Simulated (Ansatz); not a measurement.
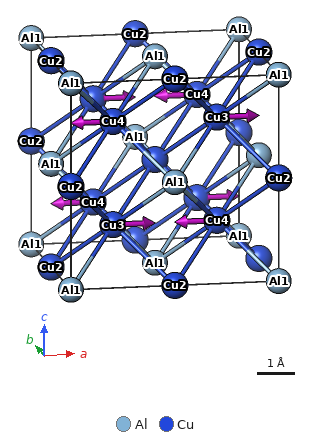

Lattice vibrations of crystalline AlCu3, at the zone centre. The optical levels lie at 162 (×3), 194 (×3), 300 (×3) cm⁻¹. One mode is drawn. Displacements are drawn as purple arrows; their common scale and sign are arbitrary. Style: ball-and-stick. Shown: the conventional cell (4 times the calculation's cell), slightly off an axis. Lengths and directions refer to the drawn axes.

These are results of DFT r2SCAN, scalar-relativistic, plane waves, PAW in Ansatz 0.2.0, not measurements. Settings: plane-wave cutoff 500 eV; k-point mesh 14 × 14 × 14; occupations gaussian; smearing width 0.15 eV; no spin polarisation.

Q: Which of these frequencies is the drawn mode's?

A: The level at 162 cm⁻¹. This is the T₂g mode (triply degenerate; one member of the set is drawn), the lowest optical level, Raman-active by symmetry. The Al and Cu (4b) atoms stay at rest; all motion is along a; atoms of one kind move against one another, with no net shift of their sublattice.
